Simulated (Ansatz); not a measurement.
Input file:

```
crystal:
  lattice:
    - [0.0, 2.5172997771, 2.5172997771]
    - [2.5172997771, 0.0, 2.5172997771]
    - [2.5172997771, 2.5172997771, 0.0]
  atoms:
    - { symbol: Bi, position: [0.0, 0.0, 0.0] }
basis:
  ecutwfc: 420
kpoints:
  mp_grid: { grid: [14, 14, 14] }
hamiltonian:
  xc: pbe
scf:
  occupations: { method: gaussian, width: 0.1 }
output:
  forces: true
  stress: true
  eigenvalues: true
  write_density: true
  write_potential: true
  elf: true
  volumetric_format: npy
relax:
  adjacent_minimum: "off"
  f_tol: 0.01
  max_steps: 60
  cell: { stress_tol: 0.1 }
```

Run with:

```sh
ansatz run input.yaml --threads 1 --pin off --max-ram 2560MiB --backend cpu --events-out ev --progress --plain --runs-dir out
```

Below, planes, directions and counts refer to the conventional cell (a = 5.03 Å, b = 5.03 Å, c = 5.03 Å, α = 90.00°, β = 90.00°, γ = 90.00°).

The fields are those of the relaxed geometry.

Space group Fm-3m; a structure from a database of computed crystals, not necessarily the ambient phase; computed without spin polarisation.

The calculation used Ansatz 0.2.0, DFT PBE, scalar-relativistic, plane waves, PAW.

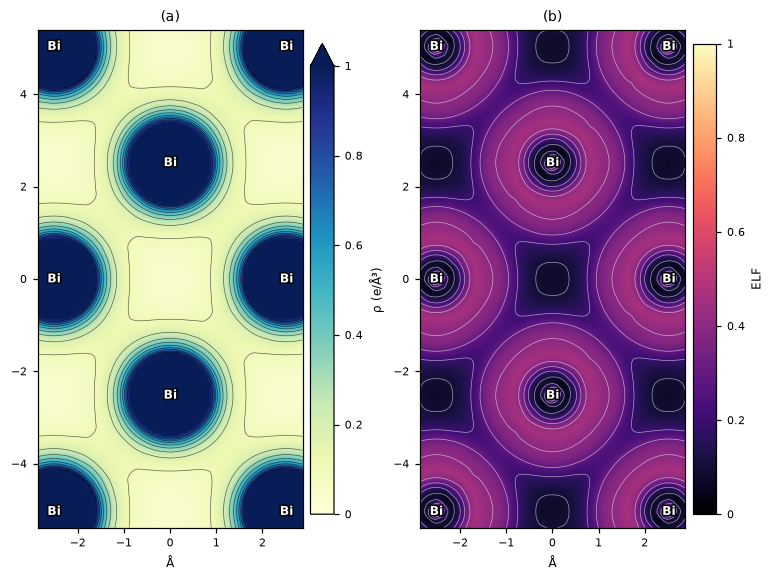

Bi. (a) valence pseudo-density; (b) electron localisation function on the (100) plane of the conventional cell.

In a PAW calculation such maps are meaningful between the atoms, not at the nuclei.

**What does the map show?**

The plane passes through Bi nuclei. Bi–Bi (3.56 Å): the density is about 0.12 e/Å³ at the midpoint; the ELF is about 0.25 at the midpoint; no localised pair shows between them. Between the atoms the lowest density in this plane is 0.04 e/Å³. The features right at Bi lie inside the PAW spheres, where the map follows smoothed inner orbitals and isn't to be read closely.
